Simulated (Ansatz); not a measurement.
# CdS: what the fields show

Input

```
crystal:
  lattice:
    - [3.63581613, 0.0, 0.0]
    - [-1.817908065, 3.1487091321, 0.0]
    - [0.0, 0.0, 5.9263802919]
  atoms:
    - { symbol: Cd, position: [0.0, 0.0, 0.0] }
    - { symbol: Cd, position: [0.0, 0.0, 0.5] }
    - { symbol: S, position: [0.3333333333, 0.6666666667, 0.25] }
    - { symbol: S, position: [0.6666666667, 0.3333333333, 0.75] }
kpoints:
  mp_grid: { grid: [6, 6, 4] }
hamiltonian:
  xc: pbesol
scf:
  occupations: { method: fermi_dirac, width: 0.03 }
relax:
  f_tol: 0.01
  cell: {}
  max_steps: 120
output:
  write_density: true
  write_potential: true
  elf: true
  volumetric_format: npy
```

Launched as:

```sh
ansatz run input.yaml --threads 2 --pin off --max-ram 2211MiB --backend cpu --events-out ev --progress --plain --runs-dir out
```

Below, planes, directions and counts refer to the conventional cell (a = 3.81 Å, b = 3.81 Å, c = 6.36 Å, α = 90.00°, β = 90.00°, γ = 120.00°).

The fields are those of the relaxed geometry.

Space group P6₃/mmc; started from the NiAs prototype, which need not be the ambient phase.

Method: DFT, PBEsol, plane waves, PAW in Ansatz 0.2.0.

In a PAW calculation such maps are meaningful between the atoms, not at the nuclei.

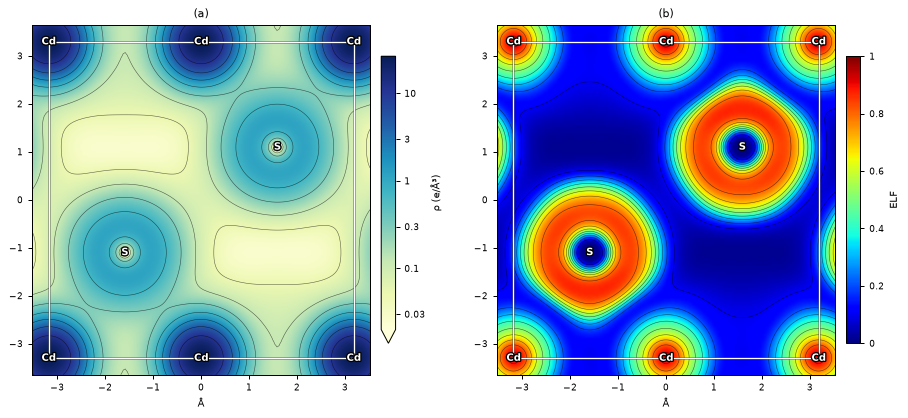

Figure 1. (a) valence pseudo-density; (b) ELF on the (110) plane of the conventional cell.

> Read the bonding off the picture.

The section cuts through Cd and S sites. Cd–S (2.71 Å): the density is about 0.29 e/Å³ at the midpoint; the ELF peaks at about 0.85 in the valence shell of S, 0.8 Å from its nucleus, and drops to about 0.15 between the two atoms. Between the atoms the lowest density in this plane is 0.03 e/Å³. The features right at Cd lie inside the PAW spheres, where the map follows smoothed inner orbitals and isn't to be read closely.

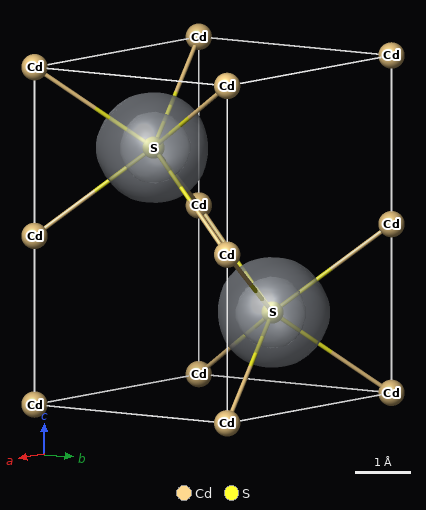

Figure 2. Isosurface of the ELF at 0.8 (grey), seen at an oblique angle. Only the valence region is drawn (cores and ρ < 0.01 e/Å³ removed). Sticks mark near contacts.

> Describe the localisation domains.

The surface consists of two regions wrapped around S (the valence shell of each), counted in one cell of 4 atoms. Any copies at cell faces, edges or corners count once.

> Metal or insulator at this level of theory?

It is gapped, with a Kohn–Sham gap of 0.65 eV on the k-point mesh (the band edges may lie off the mesh, which would make the gap smaller).
